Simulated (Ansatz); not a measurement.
**Geometry relaxation, with input and output: CoO (part 3 of 3)**

Continued. System: CoO (slab, 8 atoms in the cell). Method: DFT PBE, scalar-relativistic, plane waves, PAW, spin-polarised (Ansatz 0.2.0); cutoff 420 eV, 9×9×1 k-mesh, Gaussian smearing of 0.05 eV, collinear spins. The structure derives from a Materials Project entry. The input holds or restrains some coordinates. Forces given for the steps count only the free coordinates. It belongs to a series of runs on one base structure; here: clean slab, lower half held.

Geometry of the input (Å; fractional positions):
```
3.2047  0.0000  0.0000
-1.6024  2.7754  0.0000
0.0000  0.0000  25.3056
Co 0.3333  0.6667  0.3359
O  0.6667  0.3333  0.3619
Co 0.6667  0.3333  0.4366
O  0.0000  0.0000  0.4626
Co 0.0000  0.0000  0.5374
O  0.3333  0.6667  0.5634
Co 0.3333  0.6667  0.6381
O  0.6667  0.3333  0.6641
```

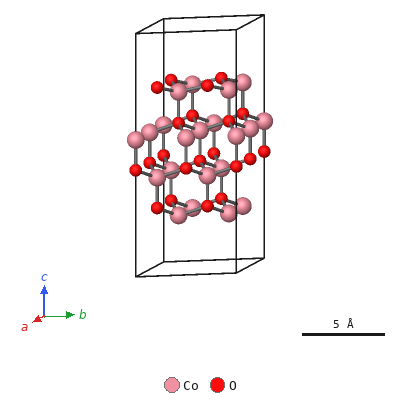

Figure 1. The geometry at step 3 of the log (ball-and-stick view of the 2 × 2 repeat of the cell, with the vacuum cut short, seen slightly off an axis).

### Output, continued
```
  k-point 0 ↑: bands = ["-94.9430", "-94.2636", "-92.4647", "-92.3911", "-58.3645", "-58.1545", "-58.1545", "-57.7066", "-57.7066", "-57.2883", "-55.8813", "-55.8069", "-55.8069", "-55.7418", "-55.6648", "-55.6648", "-18.4175", "-18.0979", "-17.7773", "-16.7128", "-5.2761", "-4.8568", "-4.5504", "-4.2967", "-4.2967", "-4.2576", "-4.2576", "-3.5603", "-3.5603", "-3.2135", "-3.2135", "-2.0558", "-0.4737", "-0.4737", "-0.2957", "-0.2957", "-0.0790", "0.2651", "0.5646", "0.5646", "0.7713", "0.7713", "1.6382", "1.6872", "1.6872", "1.8236", "1.8236", "2.3837", "3.3943", "3.4455", "3.6252", "3.6252", "4.2536", "4.2536", "4.6249", "5.5725", "6.1788", "6.8410", "7.1864", "7.9640", "8.5616"]
  k-point 1 ↑: bands = ["-94.9428", "-94.2634", "-92.4646", "-92.3909", "-58.3643", "-58.1563", "-58.1550", "-57.7084", "-57.7071", "-57.2881", "-55.8811", "-55.8091", "-55.8075", "-55.7416", "-55.6668", "-55.6652", "-18.3648", "-18.0462", "-17.7410", "-16.6647", "-5.2049", "-4.8408", "-4.6086", "-4.4314", "-4.2564", "-4.2497", "-4.2122", "-3.6830", "-3.5374", "-3.3140", "-3.1378", "-2.0042", "-0.5349", "-0.4820", "-0.3800", "-0.3116", "-0.0365", "0.2833", "0.5465", "0.5712", "0.7378", "0.7467", "1.4842", "1.6128", "1.6155", "1.7473", "1.8528", "2.6716", "3.2486", "3.4197", "3.5532", "3.7380", "3.9893", "4.0934", "4.9492", "5.8737", "6.4318", "7.1466", "7.4303", "8.3158", "8.7565"]
  k-point 2 ↑: bands = ["-94.9425", "-94.2631", "-92.4642", "-92.3906", "-58.3638", "-58.1608", "-58.1561", "-57.7130", "-57.7082", "-57.2876", "-55.8805", "-55.8147", "-55.8088", "-55.7410", "-55.6720", "-55.6665", "-18.2298", "-17.9111", "-17.6505", "-16.5414", "-5.1397", "-4.9099", "-4.7169", "-4.5872", "-4.1967", "-4.1554", "-4.0961", "-3.8753", "-3.4881", "-3.4799", "-2.9364", "-1.9004", "-0.6957", "-0.5363", "-0.4796", "-0.3256", "-0.0988", "0.2646", "0.4201", "0.5652", "0.5746", "0.6787", "1.2101", "1.4078", "1.4347", "1.5514", "2.2806", "2.8477", "3.0357", "3.2124", "3.3502", "3.4218", "3.6776", "4.5348", "5.8016", "6.6438", "7.1056", "7.8942", "8.1128", "9.1576", "9.3772"]
  k-point 11 ↓: bands = ["-95.3495", "-95.1261", "-92.3167", "-91.9905", "-58.6191", "-58.6161", "-58.5979", "-58.5677", "-58.3440", "-58.3417", "-55.7656", "-55.6180", "-55.6150", "-55.3746", "-55.3715", "-55.3156", "-17.8174", "-17.6998", "-17.2502", "-16.8520", "-4.9286", "-4.8025", "-4.6623", "-4.3046", "-4.3031", "-4.1631", "-4.0844", "-3.8409", "-3.7970", "-3.7123", "-3.5796", "-2.3538", "-1.5955", "-1.5198", "-0.7833", "-0.7340", "-0.6887", "-0.4070", "-0.1999", "-0.0158", "-0.0091", "0.6255", "0.9329", "0.9651", "1.2940", "1.5071", "1.6139", "1.8518", "2.0300", "2.4927", "2.6054", "2.6058", "6.9240", "8.5368", "8.6352", "8.8629", "9.1423", "9.5250", "10.2501", "10.4041", "10.6069"]
--- Relaxed structure (5 steps of the walk, 5 accepted, 0 SCFs on fresh bases) ---
  F+E_penalty+E_count = -22768.68301224 eV   max|allowed force component| = 1.321e-2 eV/Å
  atoms:
    - { symbol: Co, position: [0.33333333333333337, 0.6666666666666667, 0.3358942288999999] }
    - { symbol: O, position: [0.6666666666666667, 0.33333333333333337, 0.3619135986] }
    - { symbol: Co, position: [0.6666666666666667, 0.33333333333333337, 0.4366250344] }
    - { symbol: O, position: [0.0, 0.0, 0.4626441843] }
    - { symbol: Co, position: [1.0730905272061568e-19, -2.5241950069995317e-33, 0.5375394234292028] }
    - { symbol: O, position: [0.33333333333333337, 0.6666666666666667, 0.5633613125811784] }
    - { symbol: Co, position: [0.33333333333333337, 0.6666666666666667, 0.6408385630436384] }
    - { symbol: O, position: [0.6666666666666667, 0.33333333333333337, 0.6579282499830492] }
--- Löwdin populations: 8 sites ---
  site symbol       q [e]    m [muB]
     0     Co     16.2181     1.8749
     1      O      6.8691     0.1574
     2     Co     15.9391    -2.2707
     3      O      6.8882    -0.2228
     4     Co     15.9446     2.1747
     5      O      6.8837     0.1779
     6     Co     15.7973    -2.3568
     7      O      6.8571    -0.4678
  spilling = 0.006553 (of n_electrons = 92.000000)
```

### File populations.tsv
```
# site	symbol	l	j	q_up	q_dn
# orbitals = lowdin
# n_electrons = 92.000000
# spilling = 0.006553
0	Co	0_3S	-	0.997656	0.997707
0	Co	0_4S	-	0.243561	0.310807
0	Co	1_3P	-	2.999037	2.998300
0	Co	2_3D	-	4.806277	2.864797
1	O	0_2S	-	0.913082	0.910070
1	O	1_2P	-	2.600161	2.445746
2	Co	0_3S	-	0.996351	0.996208
2	Co	0_4S	-	0.227581	0.239848
2	Co	1_3P	-	2.997950	2.998792
2	Co	2_3D	-	2.612341	4.870050
3	O	0_2S	-	0.896835	0.919195
3	O	1_2P	-	2.435816	2.636305
4	Co	0_3S	-	0.996220	0.996491
4	Co	0_4S	-	0.239501	0.233062
4	Co	1_3P	-	2.998793	2.998039
4	Co	2_3D	-	4.825156	2.657342
5	O	0_2S	-	0.921614	0.906858
5	O	1_2P	-	2.609153	2.446038
6	Co	0_3S	-	0.996430	0.996320
6	Co	0_4S	-	0.220074	0.230686
6	Co	1_3P	-	2.997659	2.998875
6	Co	2_3D	-	2.506087	4.851148
7	O	0_2S	-	0.899956	0.932174
7	O	1_2P	-	2.294682	2.730292
```

### Trajectory as extended XYZ (Å, eV, eV/Å), 5 frames, from step=1 to step=5
```
8
Lattice="3.2047 0.0000 0.0000 -1.6024 2.7754 0.0000 0.0000 0.0000 25.3056" Properties=species:S:1:pos:R:3:forces:R:3 step=1 energy=-22768.54762
Co    0.0000    1.8502    8.5000    0.0000   0.0000   1.3893
O     1.6024    0.9251    9.1584    0.0000   0.0000  -1.4529
Co    1.6024    0.9251   11.0491    0.0000   0.0000   0.0370
O     0.0000    0.0000   11.7075    0.0000   0.0000  -0.0016
Co    0.0000    0.0000   13.5981    0.0000   0.0000   0.0347
O     0.0000    1.8502   14.2565    0.0000   0.0000  -0.2210
Co    0.0000    1.8502   16.1472    0.0000   0.0000   1.5131
O     1.6024    0.9251   16.8056    0.0000   0.0000  -1.2989
8
Lattice="3.2047 0.0000 0.0000 -1.6024 2.7754 0.0000 0.0000 0.0000 25.3056" Properties=species:S:1:pos:R:3:forces:R:3 step=2 energy=-22768.63992
Co    0.0000    1.8502    8.5000    0.0000   0.0000   1.3855
O     1.6024    0.9251    9.1584    0.0000   0.0000  -1.4534
Co    1.6024    0.9251   11.0491    0.0000   0.0000   0.0468
O     0.0000    0.0000   11.7075    0.0000   0.0000   0.0054
Co    0.0000    0.0000   13.5992    0.0000   0.0000   0.0032
O     0.0000    1.8502   14.2576    0.0000   0.0000  -0.2839
Co    0.0000    1.8502   16.1553    0.0000   0.0000   0.9318
O     1.6024    0.9251   16.7202    0.0000   0.0000  -0.6351
8
Lattice="3.2047 0.0000 0.0000 -1.6024 2.7754 0.0000 0.0000 0.0000 25.3056" Properties=species:S:1:pos:R:3:forces:R:3 step=3 energy=-22768.68099
Co    0.0000    1.8502    8.5000    0.0000   0.0000   1.3853
O     1.6024    0.9251    9.1584    0.0000   0.0000  -1.4618
Co    1.6024    0.9251   11.0491    0.0000   0.0000   0.0624
O     0.0000    0.0000   11.7075    0.0000   0.0000  -0.0083
Co    0.0000    0.0000   13.6000    0.0000   0.0000   0.0447
O     0.0000    1.8502   14.2598    0.0000   0.0000  -0.0324
Co    0.0000    1.8502   16.2075    0.0000   0.0000   0.1152
O     1.6024    0.9251   16.6741    0.0000   0.0000  -0.1062
8
Lattice="3.2047 0.0000 0.0000 -1.6024 2.7754 0.0000 0.0000 0.0000 25.3056" Properties=species:S:1:pos:R:3:forces:R:3 step=4 energy=-22768.68259
Co    0.0000    1.8502    8.5000    0.0000   0.0000   1.3885
O     1.6024    0.9251    9.1584    0.0000   0.0000  -1.4655
Co    1.6024    0.9251   11.0491    0.0000   0.0000   0.0666
O     0.0000    0.0000   11.7075    0.0000   0.0000   0.0153
Co    0.0000    0.0000   13.6037    0.0000   0.0000   0.0039
O     0.0000    1.8502   14.2602    0.0000   0.0000  -0.0351
Co    0.0000    1.8502   16.2113    0.0000   0.0000   0.0639
O     1.6024    0.9251   16.6583    0.0000   0.0000  -0.0377
8
Lattice="3.2047 0.0000 0.0000 -1.6024 2.7754 0.0000 0.0000 0.0000 25.3056" Properties=species:S:1:pos:R:3:forces:R:3 step=5 energy=-22768.68301
Co    0.0000    1.8502    8.5000    0.0000   0.0000   1.3920
O     1.6024    0.9251    9.1584    0.0000   0.0000  -1.4691
Co    1.6024    0.9251   11.0491    0.0000   0.0000   0.0646
O     0.0000    0.0000   11.7075    0.0000   0.0000  -0.0050
Co    0.0000    0.0000   13.6028    0.0000   0.0000   0.0122
O     0.0000    1.8502   14.2562    0.0000   0.0000   0.0132
Co    0.0000    1.8502   16.2168    0.0000   0.0000   0.0023
O     1.6024    0.9251   16.6493    0.0000   0.0000  -0.0103
```

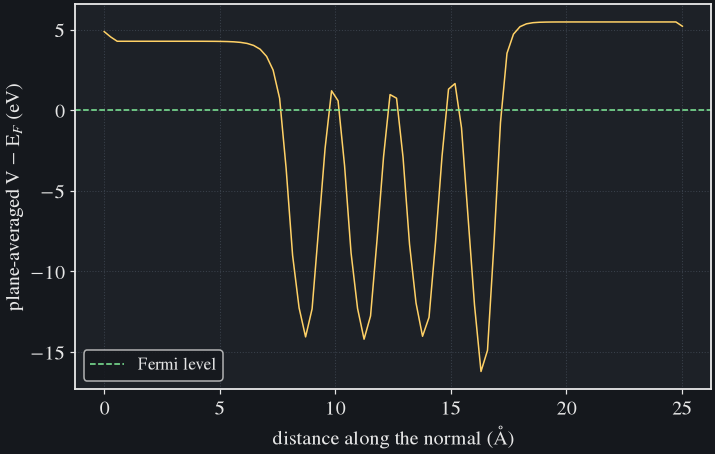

Figure 2. Plane average of the electrostatic potential energy of an electron across the cell, from the Fermi level. The vacuum level lies 5.47 eV above the Fermi level on the upper side and 4.28 eV on the lower.

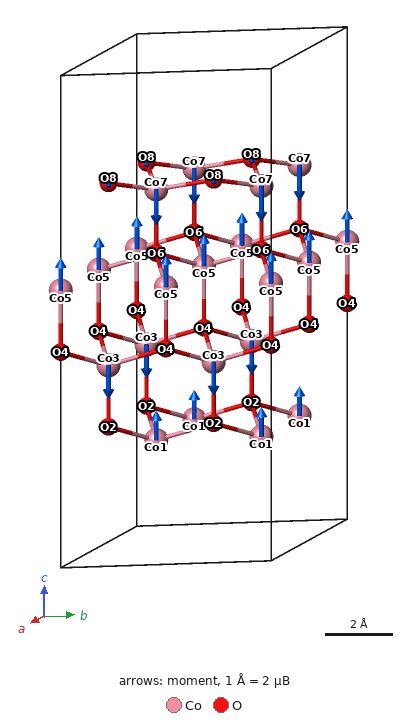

Figure 3. Magnetic moments of the sites as blue arrows (ball-and-stick view of the 2 × 2 repeat of the cell, with the vacuum cut short, seen slightly off an axis; atoms are numbered from 1 in the order of the input); small moments hardly show. The run is collinear, so the axis drawn is arbitrary. Site moments: Co7 (−2.24 μB); Co3 (−2.11 μB); Co5 (2.02 μB); Co1 (1.82 μB); O8 (−0.33 μB); O4 (−0.16 μB); O6 (0.12 μB), among others. They are counted near the atoms and needn't add up to the moment of the cell.

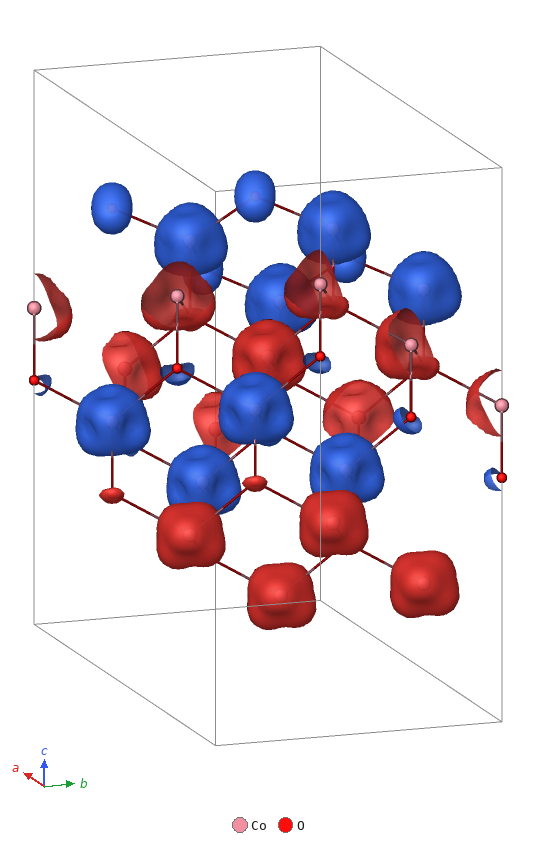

Figure 4. Isosurfaces of the spin density at +0.2 (red) and −0.2 e/Å³ (blue), seen at an oblique angle. Sticks mark near contacts. The spin density sits on Co: +2.0 μB, +1.8 μB, −2.1 μB and −2.2 μB in one cell of 8 atoms. The cell of the calculation (8 atoms) carries 1.0 μB net. The fields are those of the smooth PAW valence density.

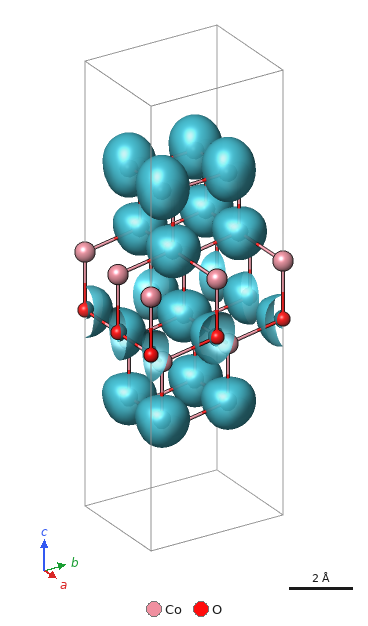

Figure 5. Isosurface of the ELF at 0.6 (cyan), seen slightly off an axis. Core shells and regions of very low density are left out. Sticks mark near contacts. Values along the shortest contacts: Co–O (1.89 Å): the ELF is about 0.20 at the midpoint; no shared pair; the contact is polar. Co–O (1.96 Å): the ELF is about 0.20 at the midpoint (a polar contact without a shared pair, in a metal).

### Results in brief

| quantity | value |
| --- | --- |
| outcome | converged under the restraints of the input |
| electrons treated | 92 |
| free energy | −22768.6830 eV |
| work function, top face | 5.47 eV |
| work function, bottom face | 4.28 eV |
| Fermi energy | 1.621 eV |
| gap on the k-point mesh | none (metallic) |
| net moment of the cell | −0.97 μB |
| integrated absolute moment | 9.97 μB |
| final volume | 225.07 Å³ |
| work function (upper face) | 5.47 eV |
| largest force (length of the vector) at the end, held atoms and coordinates included | 1.469 eV/Å |
| wall time | 57 s (CPU time 1.9 min) |
| peak memory | 0.72 GiB |

The electronic state found may not be the lowest one. Warnings of the run: another magnetic order may lie lower; the exchange-correlation potential is rough where the density is thin.
